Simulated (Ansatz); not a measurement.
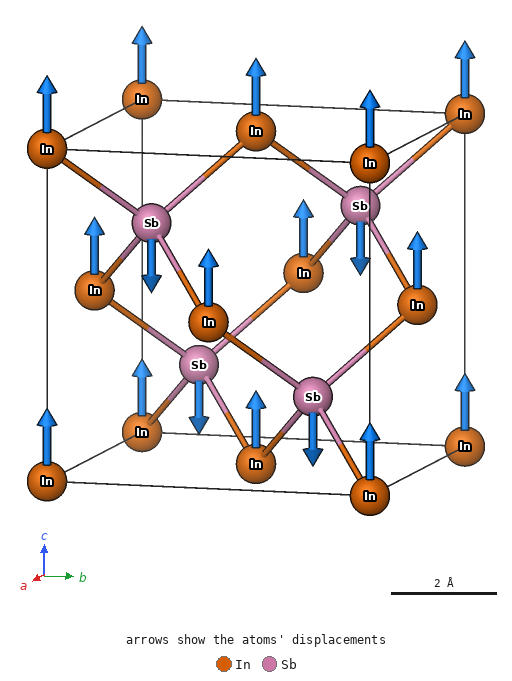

The lowest optical mode of a crystal of InSb relaxed at 2 GPa, space group F-43m (No. 216), at the zone centre. Displacements are drawn as blue arrows; their common scale and sign are arbitrary. The picture is a ball-and-stick view of the conventional cell (4 times the calculation's cell), seen slightly off an axis. Lengths and directions refer to the drawn axes.

Theory: DFT PBEsol, scalar-relativistic, plane waves, PAW (Ansatz). (plane-wave cutoff 420 eV; k-point mesh 12 × 12 × 12; occupations fermi dirac; smearing width 0.15 eV; target pressure 2 GPa; no spin polarisation)

The frequencies depend somewhat on the k-mesh and the smearing.

### Is the structure stable against all modes at this point?

Yes: this softest mode has a real frequency, and so have all others here. That speaks for this wave vector alone: the rest of the zone wasn't checked in this run. This is the T₂ mode (triply degenerate; one member of the set is drawn) at 183 cm⁻¹, the only optical level, infrared- and Raman-active by symmetry. The In sublattice moves against the Sb sublattice, along c; the kinetic energy is shared as In 51 %, Sb 49 %. The crystal is a metal, so free carriers screen the infrared response.
